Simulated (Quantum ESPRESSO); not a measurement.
# GaP (F-43m): from strain to phonon shift

How far does biaxial strain in the (001) plane shift the zone-centre optical mode of GaP (F-43m)?

Calculated with Quantum ESPRESSO 7.5; DFT LDA, scalar-relativistic, plane waves, PseudoDojo norm-conserving pseudopotentials.

## (1) The relaxed structure

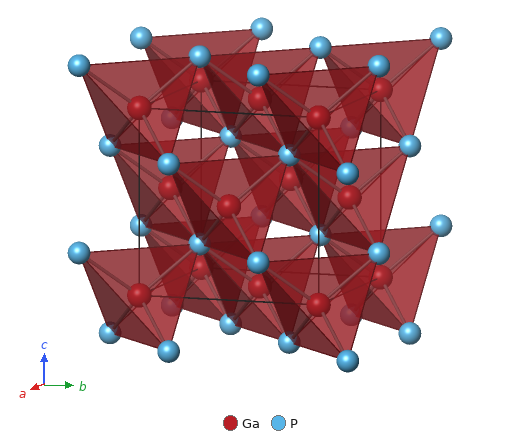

The cell as given, slightly off an axis (gallium red, phosphorus blue). This picture shows the conventional cell, with its axes. Some periodic images of atoms are drawn too.

This is the cell after its relaxation at this level of theory, not the database cell from which that began.

## (2) Uniaxial strain

The relaxed cell is stretched along z alone. This keeps all atoms on sites fixed by symmetry and splits the threefold mode into a singlet, polarised along z, and a doublet. The macroscopic field is left out, so these are transverse modes. Cutoff 88 Ry, k mesh 8×8×8.

From the response at ε_zz = 0.01:

Log:

```text
[banners, grids, parts of the stress and lines that vanish by symmetry left out]
Program PHONON v.7.5
     Reading xml data from directory:

[...]
Exchange-correlation= PW
                           (   1   4   0   0   0   0   0)
[...]
kinetic-energy cut-off    =      88.0000  Ry
     charge density cut-off    =     352.0000  Ry
     convergence threshold     =      1.0E-18
[...]
Exchange-correlation= PW
                           (   1   4   0   0   0   0   0)
[...]
q = (   0.0000000   0.0000000   0.0000000 )
      9 Sym.Ops. (with q -> -q+G )
     G cutoff =  466.7015  (  29787 G-vectors)     FFT grid: ( 45, 45, 45)
     number of k points=    59
[...]
Mode symmetry, D_2d (-42m) point group:
[...]
Representation #   1 mode #   1
[...]
End of self-consistent calculation
     Convergence has been achieved
     Representation #   2 mode #   2
[...]
End of self-consistent calculation
     Convergence has been achieved
     Representation #   3 modes #   3   4
[...]
End of self-consistent calculation
     Convergence has been achieved
     Representation #   4 modes #   5   6
[...]
End of self-consistent calculation
     Convergence has been achieved
[...]
q = (    0.000000000   0.000000000   0.000000000 )
[...]
freq (    1) =      -0.068159 [THz] =      -2.273528 [cm-1]
     freq (    2) =      -0.068159 [THz] =      -2.273528 [cm-1]
     freq (    3) =      -0.067457 [THz] =      -2.250140 [cm-1]
     freq (    4) =      10.812575 [THz] =     360.668675 [cm-1]
     freq (    5) =      10.812575 [THz] =     360.668675 [cm-1]
     freq (    6) =      10.825129 [THz] =     361.087426 [cm-1]
[...]
Mode symmetry, D_2d (-42m) point group:
     freq (   1-   1) =         -2.3  [cm-1]   --> B_2  X_3  W_2   I+R
     freq (   2-   3) =         -2.3  [cm-1]   --> E    X_5  W_3   I+R
     freq (   4-   5) =        360.7  [cm-1]   --> E    X_5  W_3   I+R
     freq (   6-   6) =        361.1  [cm-1]   --> B_2  X_3  W_2   I+R

   JOB DONE.
```

```
  ε_zz  singlet (cm⁻¹)  doublet (cm⁻¹)  σ_zz (GPa)  σ_xx (GPa)
 -0.01          369.31          369.94      -1.444      -0.665
-0.005          367.31          367.60      -0.719      -0.327
     0          365.28          365.28      -0.001      -0.001
 0.005          363.21          362.97       0.708       0.312
  0.01          361.09          360.67       1.410       0.612
```

Stress is counted positive in tension.

## (3) The fit

To first order ω² − ω₀² = p ε_zz + q (ε_xx + ε_yy) for the mode along z, and likewise for x and y. With ε_zz alone the singlet gives p and the doublet q.

The linear terms of parabolas through ω² are p = -2.25 ω₀² and q = -2.54 ω₀², with ω₀ = 365.3 cm⁻¹. Those of the stresses are C11 = 143 GPa and C12 = 64 GPa. Under hydrostatic strain p and q imply γ = −(p + 2q)/(6 ω₀²) = 1.22.

A layer held to an in-plane strain ε and free along z takes ε_zz = −2 (C12/C11) ε = -0.895 ε. To first order the singlet then shifts by (q − p C12/C11) ε / ω₀ = -559 ε cm⁻¹. For ε = 0.004, ε_zz = -0.00358, the formulas for ω² predict 363.04 cm⁻¹ for the singlet and 363.44 cm⁻¹ for the doublet.

## (4) A biaxially strained cell

This run was no part of the fit.

Log:

```text
[banners, grids, parts of the stress and lines that vanish by symmetry left out]
[banner, memory and clock lines left out]
Program PHONON v.7.5

[...]
Exchange-correlation= PW
                           (   1   4   0   0   0   0   0)
[...]
kinetic-energy cut-off    =      88.0000  Ry
     charge density cut-off    =     352.0000  Ry
     convergence threshold     =      1.0E-18
[...]
Exchange-correlation= PW
                           (   1   4   0   0   0   0   0)
[...]
q = (   0.0000000   0.0000000   0.0000000 )
      9 Sym.Ops. (with q -> -q+G )
     G cutoff =  462.2586  (  29555 G-vectors)     FFT grid: ( 45, 45, 45)
     number of k points=    59
[...]
Mode symmetry, D_2d (-42m) point group:
[...]
Representation #   1 mode #   1
[...]
End of self-consistent calculation
     Convergence has been achieved
     Representation #   2 mode #   2
[...]
End of self-consistent calculation
     Convergence has been achieved
     Representation #   3 modes #   3   4
[...]
End of self-consistent calculation
     Convergence has been achieved
     Representation #   4 modes #   5   6
[...]
End of self-consistent calculation
     Convergence has been achieved
[...]
q = (    0.000000000   0.000000000   0.000000000 )
[...]
freq (    1) =       0.061692 [THz] =       2.057823 [cm-1]
     freq (    2) =       0.063793 [THz] =       2.127889 [cm-1]
     freq (    3) =       0.063793 [THz] =       2.127889 [cm-1]
     freq (    4) =      10.883958 [THz] =     363.049774 [cm-1]
     freq (    5) =      10.894824 [THz] =     363.412216 [cm-1]
     freq (    6) =      10.894824 [THz] =     363.412216 [cm-1]
[...]
Mode symmetry, D_2d (-42m) point group:
     freq (   1-   1) =          2.1  [cm-1]   --> B_2  X_3  W_2   I+R
     freq (   2-   3) =          2.1  [cm-1]   --> E    X_5  W_3   I+R
     freq (   4-   4) =        363.0  [cm-1]   --> B_2  X_3  W_2   I+R
     freq (   5-   6) =        363.4  [cm-1]   --> E    X_5  W_3   I+R
```

```
   mode  predicted (cm⁻¹)  run (cm⁻¹)
singlet            363.04      363.05
doublet            363.44      363.41
```

The stress along z is 0.000 GPa and that in the plane 0.589 GPa; the unstrained cell carries -0.001 GPa.

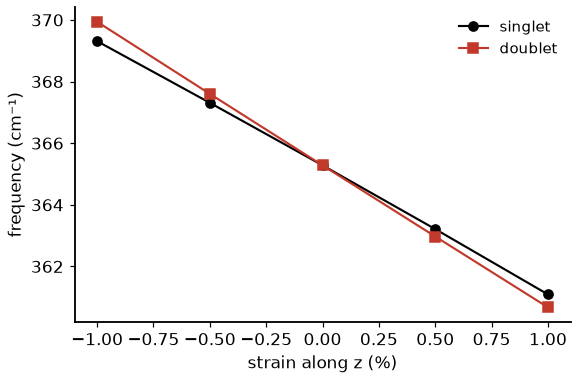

The two components under uniaxial strain.

## (5) What came out

| Quantity | Value |
| --- | --- |
| p (in units of the squared frequency) | -2.249 |
| q (same units) | -2.537 |
| shift of the singlet per unit of biaxial strain | -559 cm⁻¹ |
| C11 and C12 | 143 and 64 GPa |

What this shows: To first order, one per cent of tensile biaxial strain moves the singlet of GaP (F-43m) by -5.6 cm⁻¹ and the doublet by -4.6 cm⁻¹; the formulas miss the test run by up to 0.03 cm⁻¹. In backscattering from (001) the mode polarised along z is the one seen in diamond and zinc-blende crystals; in a polar crystal it is the LO mode, whose potentials differ somewhat from these. The third potential, r, needs shear strain and a relaxation of the atoms, which was not run. These are harmonic values at zero temperature.

[Host names and launcher messages were left out of these logs when they were recorded.]

[Logs are printed without paths, hosts, clocks, repeated set-up lines and the standing remarks that a program may print on its own settings, such as how far it seeks lower states.]

[Hosts, paths, dates, database ids (printed as entryN), source tags and the programs' standing remarks are cut or masked in the printed files.]
